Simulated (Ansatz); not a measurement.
Geometry relaxation, with input and output: Ag (part 1 of 2)

- system: Ag (2 atoms in the cell)
- method: DFT r2SCAN, scalar-relativistic, plane waves, PAW, no spin polarisation (Ansatz 0.2.0)

The structure derives from an entry of the Crystallography Open Database. Figures and captions count atoms from 1; the log counts them from 0 in places.

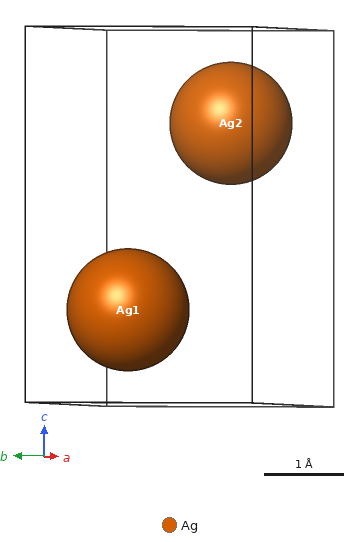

Figure 1. The input geometry (spheres-only view of the cell of the calculation, seen at an oblique angle; atoms are numbered from 1 in the order of the input). An atom can appear more than once, as a periodic image.

Input file
```yaml
crystal:
  lattice:
    - [2.9299980804, 0.0, 0.0]
    - [-1.4649990402, 2.5374527707, 0.0]
    - [0.0, 0.0, 4.79]
  atoms:
    - { symbol: Ag, position: [0.3333333333, 0.6666666667, 0.25] }
    - { symbol: Ag, position: [0.6666666667, 0.3333333333, 0.75] }
basis:
  ecutwfc: 500
kpoints:
  mp_grid: { grid: [18, 18, 10] }
hamiltonian:
  xc: r2scan
scf:
  occupations: { method: gaussian, width: 0.1 }
output:
  forces: true
  stress: true
  eigenvalues: true
  write_density: true
  write_potential: true
  elf: true
  volumetric_format: npy
relax:
  adjacent_minimum: "off"
  f_tol: 0.005
  max_steps: 80
  cell: { stress_tol: 0.05 }
```

Run on 2 threads of Intel Xeon (Sapphire Rapids), 192 GiB of memory available, shared host.

Launched with:
```bash
ansatz run input.yaml --threads 2 --pin off --max-ram 5120MiB --backend cpu --events-out ev --progress --plain --runs-dir out
```

The program's output
```
Engine: ansatz 0.2.0, x86_64-unknown-linux-gnu
Pseudopotentials: kind: paw
Pseudopotential: Ag, paw, valence charge 19, recommended cutoff 500 eV (meta_gga), Ag.paw.azcp
Functional definition: r2SCAN
  parameter k0 = 0.174
  parameter k1 = 0.065
  parameter a1 = 4.9479
  exchange = r2scan_x(k0 = k0, k1 = k1, a1 = a1)
  correlation = r2scan_c
Crystal: 2 atoms, lattice volume = 35.612 Å³
Basis set: ecut = 500 eV, 917 PW (Γ), exchange–correlation on 96×96×144 points (64 copies of the dense FFT grid, shifted against one another)
Bands: 23, of which v1, the nominal top of the filled ones, is band 19 counted from 1 (18 counted from 0)
Symmetry: 24 space group operations
Space group: P63/mmc (ITA 194), of the structure as read, at distance tolerance 3.3e-5 Å
k-points: 222 of 3240
Non-local potential: Ag, projectors of the file, l = 0: 3, l = 1: 2, l = 2: 2, l = 3: 1
PAW form: soft (Blöchl's): semilocal exchange-correlation on the pseudo side does not see the compensation charge
PAW frozen core: Ag, regenerated for the run's functional (the file was generated under x = pbe(κ = 0.804, μ = 0.2195149727645171), c = pbe(β = 0.06672455060314922))
PAW one-centre angular grid: Ag, 590 points (default); XC on 160 Gauss nodes
Initial density: superposition of atomic densities (neutral atoms: chi_scale 0, normalization atom), corrected by the library's trained network
Initial wavefunctions: pseudopotential atomic-orbital guess
Functional: x = r2scan, c = r2scan; τ floored in thin density (d = 2e-4 eV/Å³)
SCF iter   1: F=—  HF=-15207.880885 eV  |F-HF|=—  |Δ(HF+E_count)|=         —  Δρ=1.11e-2  dr2=4.20e-2  dr2_τ=1.05e-3  ethr=1.77e-3  ⟨swp⟩=4.6  Hψ=18836  notcnv=0
preconditioner: auto → Kerker (q_TF=auto, 2.758 Å⁻¹)  [metal: Δε(μ)=0.072 eV  Ē_g=11.686 eV  σ=0.100 eV  W_gap=0.37  n_scr=10 (ndim 8)  ℏωp=29.2 eV  f_vac=0.000  D(μ)=0.70/eV (n_scr^D=2)]
SCF iter   2: F=—  HF=-15207.872789 eV  |F-HF|=—  |Δ(HF+E_count)|=   8.10e-3  Δρ=5.48e-3  dr2=7.65e-3  dr2_τ=9.58e-4  ethr=1.11e-4  ⟨swp⟩=1.2  Hψ=7243  notcnv=0
SCF iter   3: F=—  HF=-15207.873048 eV  |F-HF|=—  |Δ(HF+E_count)|=   2.59e-4  Δρ=1.94e-3  dr2=1.19e-3  dr2_τ=4.22e-5  ethr=2.01e-5  ⟨swp⟩=1.0  Hψ=5117  notcnv=0
SCF iter   4: F=—  HF=-15207.873118 eV  |F-HF|=—  |Δ(HF+E_count)|=   7.03e-5  Δρ=4.72e-4  dr2=3.77e-5  dr2_τ=5.12e-6  ethr=3.13e-6  ⟨swp⟩=2.0  Hψ=7315  notcnv=0
SCF iter   5: F=—  HF=-15207.873176 eV  |F-HF|=—  |Δ(HF+E_count)|=   5.75e-5  Δρ=9.13e-5  dr2=2.74e-6  dr2_τ=1.58e-7  ethr=9.92e-8  ⟨swp⟩=2.4  Hψ=8817  notcnv=0
SCF iter   6: F=—  HF=-15207.873183 eV  |F-HF|=—  |Δ(HF+E_count)|=   7.07e-6  Δρ=2.41e-5  dr2=1.75e-7  dr2_τ=2.18e-9  ethr=7.20e-9  ⟨swp⟩=2.0  Hψ=7516  notcnv=0
SCF iter   7: F=-15207.873183 eV  HF=-15207.873183 eV  |F-HF|=1.80e-8  |Δ(HF+E_count)|=   4.42e-7  Δρ=1.01e-5  dr2=3.41e-8  dr2_τ=1.07e-9  ethr=2.63e-10  ⟨swp⟩=9.2  Hψ=33198  notcnv=0
SCF 1 converged in 7 iterations: F = -15207.873183 eV  dr2 = 3.41e-8
  greatest PAW one-centre occupation: 1.001 electrons in one spin orbital (limit 2), on the Ag atom at site 1 (counted from 0), in its partial waves of l = 1
relax step   1: F+E_penalty+E_count = -15207.87318313 eV  Δ(F+E_penalty+E_count) = +0.000e0 eV  max|allowed force component| = 1.156e-17 eV/Å  Δτ_max = 0.0000 Å  P = -2.557 GPa  Ω = 35.612 Å³  (7 SCF iters, dr2 threshold 1.00e-7 eV, accepted)
Crystal: 2 atoms, lattice volume = 33.756 Å³
Basis set: ecut = 500 eV, 845 PW (Γ), exchange–correlation on 96×96×144 points (64 copies of the dense FFT grid, shifted against one another)
Initial density: handed on by an earlier stage of this run
Initial wavefunctions: those handed on with the density
iter 1 solved again at ethr=6.53e-5 eV; its pass at ethr=3.10e-3 eV (dr2=2.48e-2 eV) is discarded
SCF iter   1: F=—  HF=-15207.678128 eV  |F-HF|=—  |Δ(HF+E_count)|=         —  Δρ=8.44e-3  dr2=2.50e-2  dr2_τ=1.37e-1  ethr=6.53e-5  ⟨swp⟩=1.0  Hψ=25295  notcnv=0
preconditioner: auto → Kerker (q_TF=auto, 2.783 Å⁻¹)  [metal: Δε(μ)=0.038 eV  Ē_g=12.040 eV  σ=0.100 eV  W_gap=0.20  n_scr=10 (ndim 8)  ℏωp=30.0 eV  f_vac=0.000  D(μ)=0.83/eV (n_scr^D=2)]
SCF iter   2: F=—  HF=-15207.873195 eV  |F-HF|=—  |Δ(HF+E_count)|=   1.95e-1  Δρ=2.45e-3  dr2=8.50e-4  dr2_τ=3.92e-4  ethr=6.53e-5  ⟨swp⟩=2.0  Hψ=9186  notcnv=0
SCF iter   3: F=—  HF=-15207.873643 eV  |F-HF|=—  |Δ(HF+E_count)|=   4.47e-4  Δρ=1.16e-3  dr2=1.91e-4  dr2_τ=2.85e-5  ethr=2.24e-6  ⟨swp⟩=2.6  Hψ=10471  notcnv=0
SCF iter   4: F=—  HF=-15207.873858 eV  |F-HF|=—  |Δ(HF+E_count)|=   2.15e-4  Δρ=3.33e-4  dr2=4.30e-5  dr2_τ=8.17e-7  ethr=5.03e-7  ⟨swp⟩=2.0  Hψ=9335  notcnv=0
SCF iter   5: F=—  HF=-15207.873863 eV  |F-HF|=—  |Δ(HF+E_count)|=   4.97e-6  Δρ=1.18e-4  dr2=4.86e-6  dr2_τ=1.47e-7  ethr=1.13e-7  ⟨swp⟩=2.0  Hψ=7443  notcnv=0
SCF iter   6: F=-15207.873863 eV  HF=-15207.873863 eV  |F-HF|=7.02e-8  |Δ(HF+E_count)|=   5.68e-7  Δρ=1.46e-5  dr2=6.19e-8  dr2_τ=2.15e-9  ethr=5.26e-10  ⟨swp⟩=6.0  Hψ=32148  notcnv=0
SCF 2 converged in 6 iterations: F = -15207.873863 eV  dr2 = 6.19e-8
relax step   2: F+E_penalty+E_count = -15207.87386344 eV  Δ(F+E_penalty+E_count) = -6.803e-4 eV  max|allowed force component| = 1.156e-17 eV/Å  Δτ_max = 0.0000 Å  P = +2.955 GPa  Ω = 33.756 Å³  energy of the carried Pulay correction = +1.089e-3 eV  (6 SCF iters, dr2 threshold 2.00e-7 eV, rejected (line search))
Crystal: 2 atoms, lattice volume = 34.726 Å³
Basis set: ecut = 500 eV, 893 PW (Γ), exchange–correlation on 96×96×144 points (64 copies of the dense FFT grid, shifted against one another)
iter 1 solved again at ethr=2.04e-5 eV; its pass at ethr=3.10e-3 eV (dr2=7.73e-3 eV) is discarded
SCF iter   1: F=—  HF=-15207.832352 eV  |F-HF|=—  |Δ(HF+E_count)|=         —  Δρ=4.81e-3  dr2=8.20e-3  dr2_τ=4.01e-2  ethr=2.04e-5  ⟨swp⟩=1.0  Hψ=24604  notcnv=0
preconditioner: auto → Kerker (q_TF=auto, 2.770 Å⁻¹)  [metal: Δε(μ)=0.066 eV  Ē_g=11.832 eV  σ=0.100 eV  W_gap=0.33  n_scr=10 (ndim 8)  ℏωp=29.6 eV  f_vac=0.000  D(μ)=0.73/eV (n_scr^D=2)]
SCF iter   2: F=—  HF=-15207.881219 eV  |F-HF|=—  |Δ(HF+E_count)|=   4.89e-2  Δρ=1.66e-3  dr2=4.35e-4  dr2_τ=1.57e-4  ethr=2.04e-5  ⟨swp⟩=2.0  Hψ=8427  notcnv=0
SCF iter   3: F=—  HF=-15207.881346 eV  |F-HF|=—  |Δ(HF+E_count)|=   1.27e-4  Δρ=7.67e-4  dr2=8.23e-5  dr2_τ=1.26e-5  ethr=1.14e-6  ⟨swp⟩=2.8  Hψ=9837  notcnv=0
SCF iter   4: F=—  HF=-15207.881423 eV  |F-HF|=—  |Δ(HF+E_count)|=   7.72e-5  Δρ=2.83e-4  dr2=2.94e-5  dr2_τ=7.57e-7  ethr=2.16e-7  ⟨swp⟩=2.0  Hψ=9335  notcnv=0
SCF iter   5: F=—  HF=-15207.881422 eV  |F-HF|=—  |Δ(HF+E_count)|=   9.25e-7  Δρ=9.80e-5  dr2=3.53e-6  dr2_τ=7.24e-8  ethr=7.73e-8  ⟨swp⟩=2.1  Hψ=7234  notcnv=0
SCF iter   6: F=—  HF=-15207.881426 eV  |F-HF|=—  |Δ(HF+E_count)|=   3.86e-6  Δρ=2.05e-5  dr2=1.29e-7  dr2_τ=3.38e-9  ethr=9.28e-9  ⟨swp⟩=2.0  Hψ=7556  notcnv=0
SCF iter   7: F=—  HF=-15207.881426 eV  |F-HF|=—  |Δ(HF+E_count)|=   1.65e-8  Δρ=4.86e-6  dr2=7.67e-9  dr2_τ=2.56e-10  ethr=3.39e-10  ⟨swp⟩=2.5  Hψ=8546  notcnv=0
SCF iter   8: F=—  HF=-15207.881426 eV  |F-HF|=—  |Δ(HF+E_count)|=   2.76e-9  Δρ=3.68e-6  dr2=4.36e-9  dr2_τ=1.14e-10  ethr=2.02e-11  ⟨swp⟩=2.0  Hψ=7335  notcnv=0
SCF iter   9: F=—  HF=-15207.881426 eV  |F-HF|=—  |Δ(HF+E_count)|=  8.39e-10  Δρ=1.10e-6  dr2=3.85e-10  dr2_τ=1.07e-11  ethr=1.15e-11  ⟨swp⟩=2.2  Hψ=7365  notcnv=0
SCF iter  10: F=-15207.881426 eV  HF=-15207.881426 eV  |F-HF|=3.64e-12  |Δ(HF+E_count)|=  9.09e-11  Δρ=5.16e-8  dr2=7.64e-13  dr2_τ=3.17e-14  ethr=1.00e-12  ⟨swp⟩=4.0  Hψ=23680  notcnv=0
SCF 3 converged in 10 iterations: F = -15207.881426 eV  dr2 = 7.64e-13
relax step   3: F+E_penalty+E_count = -15207.88142613 eV  Δ(F+E_penalty+E_count) = -8.243e-3 eV  max|allowed force component| = 9.830e-18 eV/Å  Δτ_max = 0.0000 Å  P = -0.171 GPa  Ω = 34.726 Å³  energy of the carried Pulay correction = +5.127e-4 eV  (10 SCF iters, accepted)
Crystal: 2 atoms, lattice volume = 34.668 Å³
iter 1 solved again at ethr=6.35e-8 eV; its pass at ethr=3.10e-3 eV (dr2=2.41e-5 eV) is discarded
SCF iter   1: F=—  HF=-15207.881308 eV  |F-HF|=—  |Δ(HF+E_count)|=         —  Δρ=2.82e-4  dr2=2.84e-5  dr2_τ=1.38e-4  ethr=6.35e-8  ⟨swp⟩=2.0  Hψ=23590  notcnv=0
preconditioner: auto → Kerker (q_TF=auto, 2.770 Å⁻¹)  [metal: Δε(μ)=0.030 eV  Ē_g=11.821 eV  σ=0.100 eV  W_gap=0.16  n_scr=10 (ndim 8)  ℏωp=29.6 eV  f_vac=0.000  D(μ)=0.76/eV (n_scr^D=2)]
SCF iter   2: F=—  HF=-15207.881491 eV  |F-HF|=—  |Δ(HF+E_count)|=   1.83e-4  Δρ=9.29e-5  dr2=1.36e-6  dr2_τ=5.15e-7  ethr=6.35e-8  ⟨swp⟩=2.0  Hψ=8431  notcnv=0
SCF iter   3: F=—  HF=-15207.881491 eV  |F-HF|=—  |Δ(HF+E_count)|=   4.22e-7  Δρ=4.25e-5  dr2=2.55e-7  dr2_τ=3.91e-8  ethr=2.01e-10  ⟨swp⟩=8.0  Hψ=33194  notcnv=0
SCF iter   4: F=—  HF=-15207.881491 eV  |F-HF|=—  |Δ(HF+E_count)|=   2.54e-7  Δρ=1.43e-5  dr2=7.93e-8  dr2_τ=1.63e-9  ethr=2.01e-10  ⟨swp⟩=8.0  Hψ=33033  notcnv=0
SCF iter   5: F=-15207.881491 eV  HF=-15207.881491 eV  |F-HF|=4.63e-9  |Δ(HF+E_count)|=   3.29e-9  Δρ=5.05e-6  dr2=9.31e-9  dr2_τ=2.22e-10  ethr=2.01e-10  ⟨swp⟩=6.2  Hψ=25581  notcnv=0
SCF 4 converged in 5 iterations: F = -15207.881491 eV  dr2 = 9.31e-9
relax step   4: F+E_penalty+E_count = -15207.88149146 eV  Δ(F+E_penalty+E_count) = -6.532e-5 eV  max|allowed force component| = 2.313e-18 eV/Å  Δτ_max = 0.0000 Å  P = +0.000 GPa  Ω = 34.668 Å³  energy of the carried Pulay correction = +5.469e-4 eV  (5 SCF iters, dr2 threshold 7.64e-8 eV, accepted)
Initial wavefunctions: pseudopotential atomic-orbital guess (no wavefunctions were taken with the density)
iter 1 solved again at ethr=1.51e-9 eV; its pass at ethr=3.10e-3 eV (dr2=5.72e-7 eV) is discarded
SCF iter   1: F=—  HF=-15207.880982 eV  |F-HF|=—  |Δ(HF+E_count)|=         —  Δρ=8.06e-5  dr2=3.16e-7  dr2_τ=2.84e-6  ethr=1.51e-9  ⟨swp⟩=4.0  Hψ=35450  notcnv=0
preconditioner: auto → Kerker (q_TF=auto, 2.770 Å⁻¹)  [metal: Δε(μ)=0.029 eV  Ē_g=11.823 eV  σ=0.100 eV  W_gap=0.16  n_scr=10 (ndim 8)  ℏωp=29.6 eV  f_vac=0.000  D(μ)=0.76/eV (n_scr^D=2)]
SCF iter   2: F=—  HF=-15207.880983 eV  |F-HF|=—  |Δ(HF+E_count)|=   4.32e-7  Δρ=4.31e-5  dr2=8.94e-8  dr2_τ=6.49e-8  ethr=8.32e-10  ⟨swp⟩=2.4  Hψ=8652  notcnv=0
SCF iter   3: F=—  HF=-15207.880983 eV  |F-HF|=—  |Δ(HF+E_count)|=   1.15e-7  Δρ=2.62e-6  dr2=6.72e-10  dr2_τ=5.86e-10  ethr=2.35e-10  ⟨swp⟩=2.2  Hψ=8126  notcnv=0
SCF iter   4: F=—  HF=-15207.880983 eV  |F-HF|=—  |Δ(HF+E_count)|=   1.68e-9  Δρ=3.86e-7  dr2=7.90e-12  dr2_τ=1.21e-11  ethr=1.00e-12  ⟨swp⟩=4.1  Hψ=25462  notcnv=0
SCF iter   5: F=-15207.880983 eV  HF=-15207.880983 eV  |F-HF|=1.82e-11  |Δ(HF+E_count)|=  8.91e-11  Δρ=1.29e-7  dr2=2.18e-12  dr2_τ=2.05e-12  ethr=1.00e-12  ⟨swp⟩=5.0  Hψ=20944  notcnv=0
SCF 5 converged in 5 iterations: F = -15207.880983 eV  dr2 = 2.18e-12
relax step   5: F+E_penalty+E_count = -15207.88098294 eV  Δ(F+E_penalty+E_count) = +5.085e-4 eV  max|allowed force component| = 2.313e-18 eV/Å  Δτ_max = 0.0000 Å  P = -0.012 GPa  Ω = 34.668 Å³  stress off target by 1.47e-2 GPa  SCF on the basis re-selected at this cell (its energy is not comparable with the rows above)  (5 SCF iters)
```

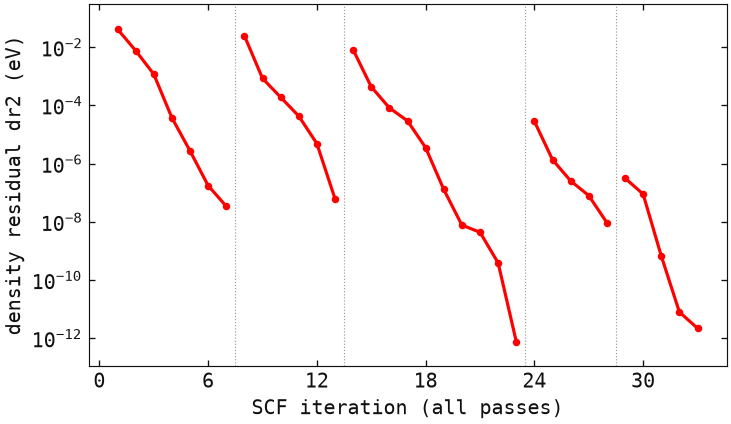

Figure 2. Convergence of the self-consistent field: density residual dr2 against the SCF iteration. The dotted lines part the SCF passes of the relaxation: geometry steps, rejected trials and re-solves on a re-selected basis. The 5 passes take 5 to 10 iterations each, 33 in all.
